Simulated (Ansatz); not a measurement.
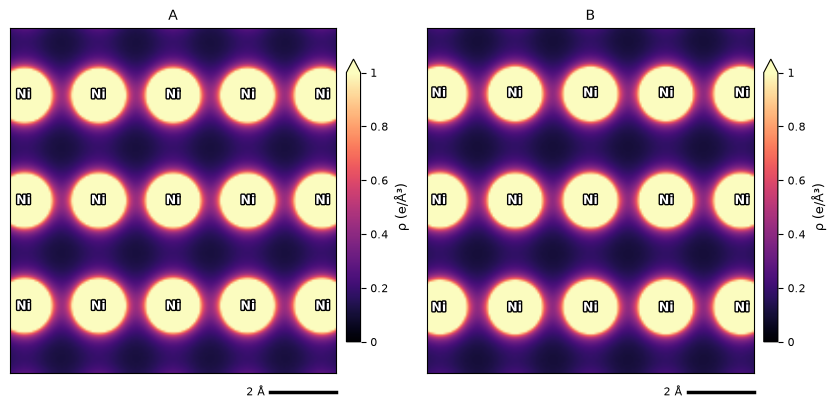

Ni. The valence pseudo-density of two cells that differ in size, on the (101) plane of each (indices in the axes of the calculation cell), at one length scale and on one colour scale; one has 11.6 and the other 12.0 Å³ an atom.

The calculation used DFT, r2SCAN, plane waves (500 eV) with PAW, scalar-relativistic in Ansatz.

Core electrons are frozen (PAW), and the valence fields are smoothed inside the atomic spheres.

The larger cell:

```
Ni
1.0
     2.29210    0.00000    0.00000
     0.00000    2.29210    0.00000
     0.00000    0.00000    2.29210
Ni
1
Direct
  0.00000 0.00000 0.00000
```

The smaller cell: a = 2.261 Å, b = 2.261 Å, c = 2.261 Å, α = 90.00°, β = 90.00°, γ = 90.00°.

Which panel shows the smaller cell, and what does the compression change?

Panel A is the smaller cell, by 4 % in volume. From the larger cell to the smaller, Ni–Ni goes from 2.29 to 2.26 Å, and the density at its midpoint from 0.4 to 0.43 e/Å³; the pressure goes from 0.0 to 7 GPa.
